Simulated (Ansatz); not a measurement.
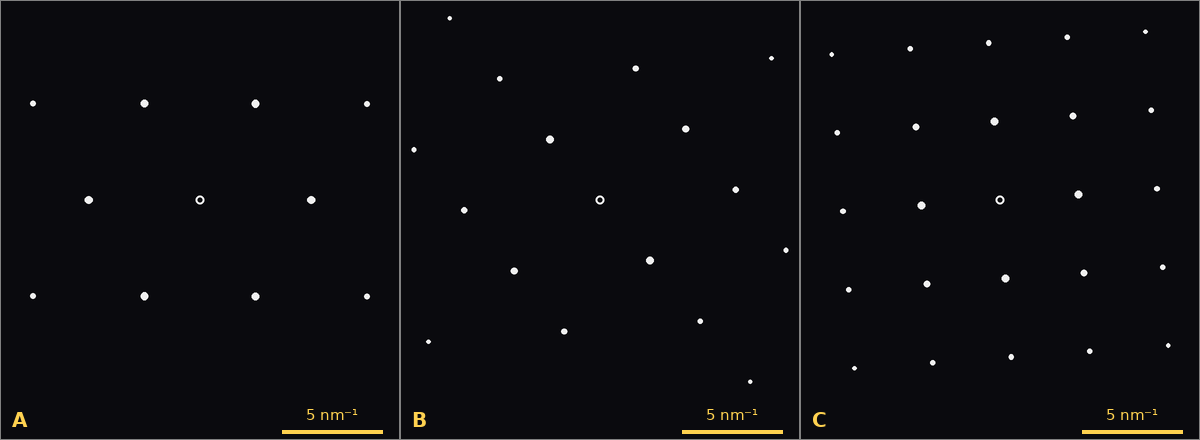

The patterns are kinematic simulations for 300 kV electrons (no multiple scattering; isotropic B = 0.5 Å²).

All three come from Ir, space group Pm-3m (No. 221), a = 2.54 Å. Structure: coordinates from a relaxation with DFT, PBEsol, plane waves (420 eV) with PAW, scalar-relativistic in Ansatz; the starting structure was generated, so it need not be a known form of this composition.

```
Ir
1.0
     2.54259    0.00000    0.00000
     0.00000    2.54259    0.00000
     0.00000    0.00000    2.54259
Ir
1
Direct
  0.00000 0.00000 0.00000
```

Assign the zone axes [001], [110], [111] to A, B and C.

Answer. A is [111]: hexagonal net of -1 1 0 at d = 1.80 Å and -1 0 1 at d = 1.80 Å, at 60.0°. B is [110]: rectangular net of 0 0 1 at d = 2.54 Å and 1 -1 0 at d = 1.80 Å, at 90.0°. C is [001]: square net of 1 0 0 at d = 2.54 Å and 0 1 0 at d = 2.54 Å, at 90.0°.
